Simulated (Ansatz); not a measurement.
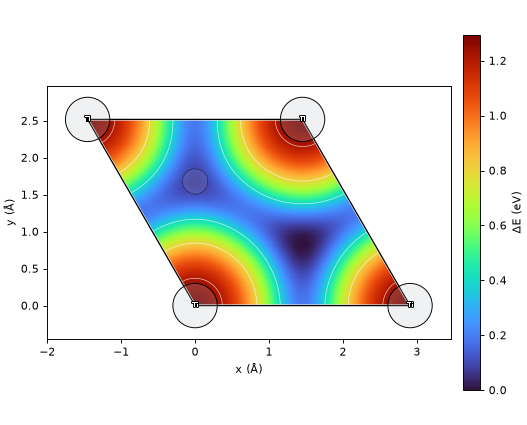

S on a Ti(111) slab cut from the Fm-3m phase, its upper half relaxed before the scan (12 atoms of substrate and one adsorbate in a 2 × 2 cell). S is moved over the surface cell; relaxed at each place: the height of the adsorbate's atoms; substrate rigid; the origin of the map has the adsorbate above Ti9. Places are given modulo a cell vector. The map is drawn in real space over the plane of the surface. Grid: 6 × 6 points; 10 points were computed and 26 follow by symmetry. Places are given in fractions of the 1 × 1 surface cell. All energies are given in eV relative to the lowest grid point. Method: DFT PBE, scalar-relativistic, plane waves, PAW (Ansatz 0.2.0). Settings: cutoff 420 eV, k-mesh 6×6×1, gaussian smearing 0.1 eV, no spin polarisation.

In the figure: a smooth colour map with a few white contour lines, labelled circles for the atoms of the top layer and small ones for the second layer, the outline of one cell of the plane. Between grid points the surface is interpolated.

The lowest grid point is at a threefold hollow over a third-layer Ti atom, (4/6, 2/6) of the cell vectors. A higher local minimum lies near a threefold hollow over a second-layer Ti atom, (2/6, 4/6) of the cell vectors (0.08 eV above the lowest at that grid point). The highest grid point, the top site over a surface Ti atom, (0/6, 0/6) of the cell vectors, lies 1.29 eV above the lowest. On the interpolated surface the easiest way out of the lowest well to the well at a threefold hollow over a second-layer Ti atom, (2/6, 4/6) of the cell vectors passes a barrier of about 0.19 eV. At the lowest point the adsorbate has 3 Ti at 2.40 Å as nearest neighbours, at the highest 1 Ti at 2.16 Å. Its relaxed height above the top atom is 1.72 Å at the lowest and 2.16 Å at the highest point.

S is replaced by B; all else is set up alike.

> What will the new map look like?

The minimum (interpolated where it lies between grid points) moves from a threefold hollow over a third-layer Ti atom, (4/6, 2/6) of the cell vectors to a threefold hollow over a second-layer Ti atom, (2/6, 4/6) of the cell vectors. The span from the lowest to the highest grid point grows from 1.29 to 1.87 eV. The easiest pass out of the lowest well goes from about 0.19 to about 0.75 eV on the interpolated surfaces. Higher wells of the new map: a threefold hollow over a third-layer Ti atom, (4/6, 2/6) of the cell vectors, 0.19 eV up (that grid point lay 0.00 eV up before). In the new map: at the lowest point the adsorbate has 3 Ti at 2.12 Å as nearest neighbours, at the highest 1 Ti at 1.95 Å. Its relaxed height above the top atom is 1.30 Å at the lowest and 1.95 Å at the highest point.

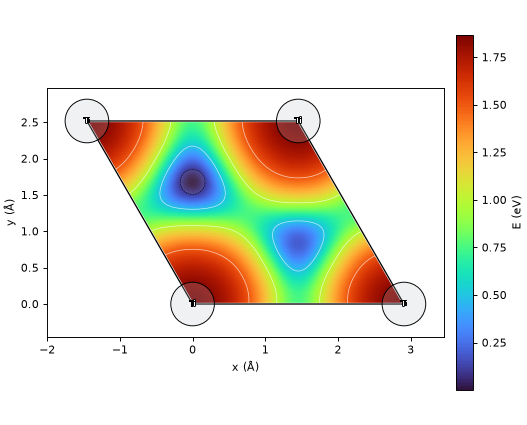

The map after the change, on a colour scale of its own. The picture shows a smooth colour map with a few white contour lines, labelled circles for the atoms of the top layer and small ones for the second layer, the outline of one cell of the plane. Between grid points the surface is interpolated.

PAW datasets: the set soft_1.
